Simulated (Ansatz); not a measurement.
# ScAl$_{3}$: what the fields show

```
Sc Al
1.0
     5.16758    0.00000    0.00000
     0.00000    5.40139    0.00000
     0.00000    0.00000    7.66409
Sc Al
2 6
Cartesian
  0.0000 2.7007 0.0000
  2.5838 0.0000 3.8320
  0.0000 0.0000 5.1567
  2.5838 2.7007 1.3247
  0.0000 0.0000 2.5074
  2.5838 2.7007 6.3394
  0.0000 0.0000 0.0000
  2.5838 2.7007 3.8320
```

Space group Immm; a structure generated by program, which may or may not match a known phase.

Theory: Ansatz, DFT PBE, scalar-relativistic, plane waves, PAW.

In a PAW calculation such maps are meaningful between the atoms, not at the nuclei.

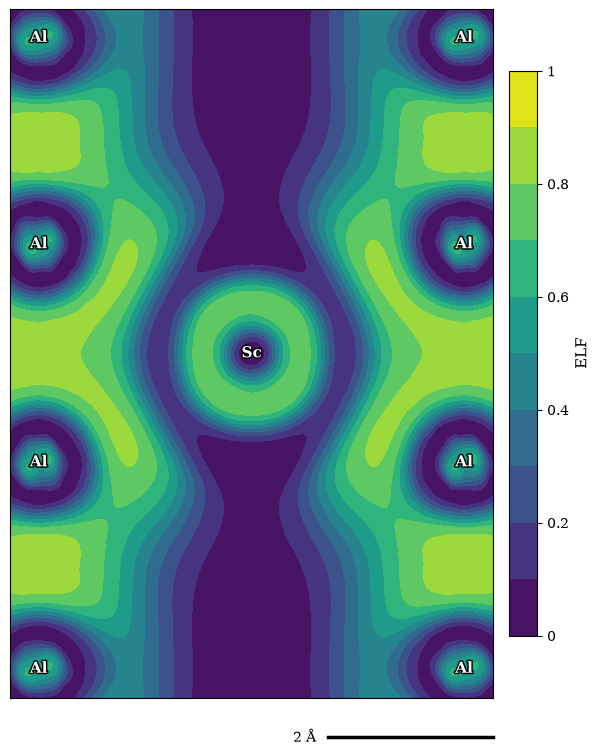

Figure 1. ELF on the (010) plane of the conventional cell.

Read the bonding off the picture.

- The plane passes through Sc and Al nuclei.
- Al–Al (2.51 Å): the ELF peaks at about 0.85 between the atoms.
- Al–Al (2.65 Å): the ELF peaks at about 0.85 between the atoms.
- Sc–Al (2.90 Å): the ELF peaks at about 0.80 in the valence shell of Al, 1.1 Å from its nucleus, and is about 0.50 at the midpoint.
- The features right at Sc lie inside the PAW spheres, where the map follows smoothed inner orbitals and isn't to be read closely.

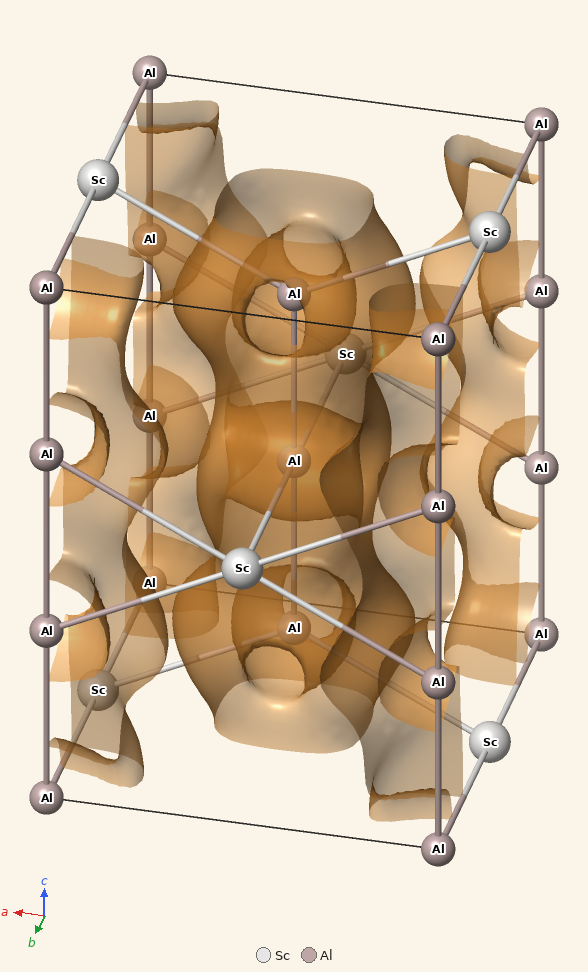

Figure 2. Isosurface of the electron localisation function at 0.6 (orange), seen at an oblique angle. Core shells and regions of very low density are left out. Sticks mark near contacts.

What do the ELF domains correspond to?

The surface consists of channels that run through the cell in one direction, counted in one cell of 8 atoms. Regions shared between cells count once. Profiles from the grid: Sc–Al (2.70 Å): the ELF peaks at about 0.85 in the valence shell of Al, 1.0 Å from its nucleus, and is about 0.55 at the midpoint.

Does the calculation give a band gap?

It is gapless in this calculation (a metal or semimetal).
